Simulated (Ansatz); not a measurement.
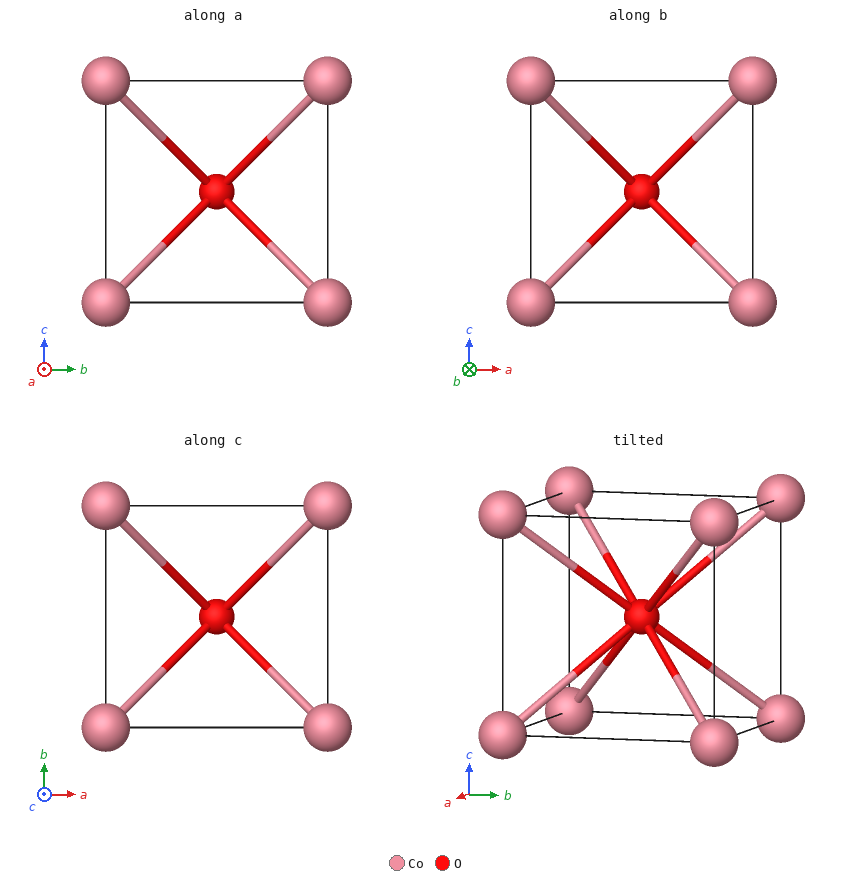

Drawn in the ball-and-stick manner and seen along the a axis, along the b axis, along the c axis and slightly off an axis. The wireframe shows the conventional unit cell.

Lattice parameters: a = 2.8122 Å, b = 2.8122 Å, c = 2.8122 Å, α = 90.000°, β = 90.000°, γ = 90.000°.

From the views, write a CIF in P1 with every atom of the cell.

```cif
data_structure
_symmetry_space_group_name_H-M 'P 1'
_symmetry_Int_Tables_number 1
_cell_length_a 2.8122
_cell_length_b 2.8122
_cell_length_c 2.8122
_cell_angle_alpha 90.000
_cell_angle_beta 90.000
_cell_angle_gamma 90.000
_cell_volume 22.24
loop_
_atom_site_label
_atom_site_type_symbol
_atom_site_fract_x
_atom_site_fract_y
_atom_site_fract_z
_atom_site_occupancy
Co1 Co 0.0000 0.0000 0.0000 1
O1 O 0.5000 0.5000 0.5000 1
```

Origin of the cell: a structure type filled with these elements by a generator (whether the compound takes this form wasn't checked). Earlier steps of the study may have refined or changed the cell and positions. It was run through Ansatz as a DFT input.

At this level of theory the cell isn't at rest (stretched, at -22 GPa), so its distances can differ from those at equilibrium, the more so the softer the solid.
